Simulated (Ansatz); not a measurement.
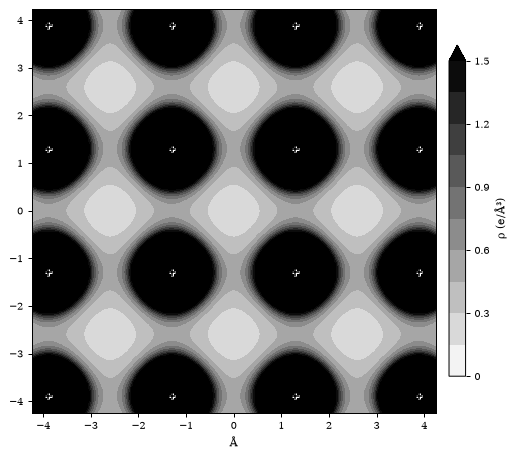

The valence pseudo-density on a plane through atoms (crosses mark nuclei in the plane).

Method: DFT, LDA (PW92), plane waves (420 eV) with PAW, scalar-relativistic (Ansatz).

Candidates:
A. Cs, a = 8.11 Å, b = 8.11 Å, c = 4.85 Å, α = 90.00°, β = 90.00°, γ = 120.00°. Space group P6/mmm; set up as Cs, omega (AlB2-type); a generated structure, not necessarily the stable one; changed on purpose from its base cell (volume × 0.96); computed without spin polarisation.
B. W, a = 2.59 Å, b = 2.59 Å, c = 2.59 Å, α = 90.00°, β = 90.00°, γ = 90.00°. Space group Pm-3m; set up as W, simple cubic; a generated structure, not necessarily the stable one; changed on purpose from its base cell (volume × 1.0).

Which system is this?

Candidate B: W on the (001) plane of the conventional cell, which holds W. W–W (2.59 Å): ρ is about 0.54 e/Å³ halfway.
